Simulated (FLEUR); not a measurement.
```xyz
8
Lattice="4.9096 0.0000 0.0000 0.0000 0.0000 -4.9096 0.0000 4.9096 0.0000" Properties=species:S:1:pos:R:3 pbc="T T T"
Hf    2.4548    0.0000   -2.4548
Hf    0.0000    2.4548   -2.4548
Hf    0.0000    0.0000    0.0000
Hf    2.4548    2.4548    0.0000
N     1.2274    1.2274   -3.6822
N     3.6822    3.6822   -3.6822
N     3.6822    1.2274   -1.2274
N     1.2274    3.6822   -1.2274
```

Space group F-43m; a structure from a database of computed crystals, not necessarily the ambient phase.

Computed with Kohn-Sham DFT of a periodic cell, SCAN, all-electron (FLEUR MaX-R8.1 (later development tree)).

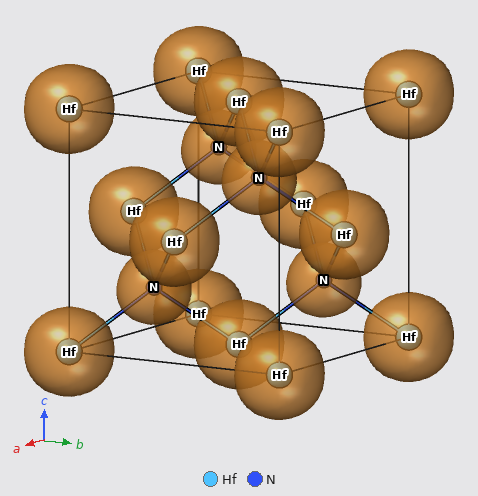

HfN. Isosurface of the total electron density at 1 e/Å³ (orange), seen at an oblique angle. Sticks mark near contacts.

The calculation treats all electrons.

Question: Which contacts does the surface bridge?

Answer: At this value the density breaks into separate islands. It bridges none of the near contacts. It is pinched off along the sampled Hf–N (2.13 Å) contacts. On the grid the lowest density along these lines, outside the cores, is 0.67 e/Å³ (Hf–N, 2.13 Å).
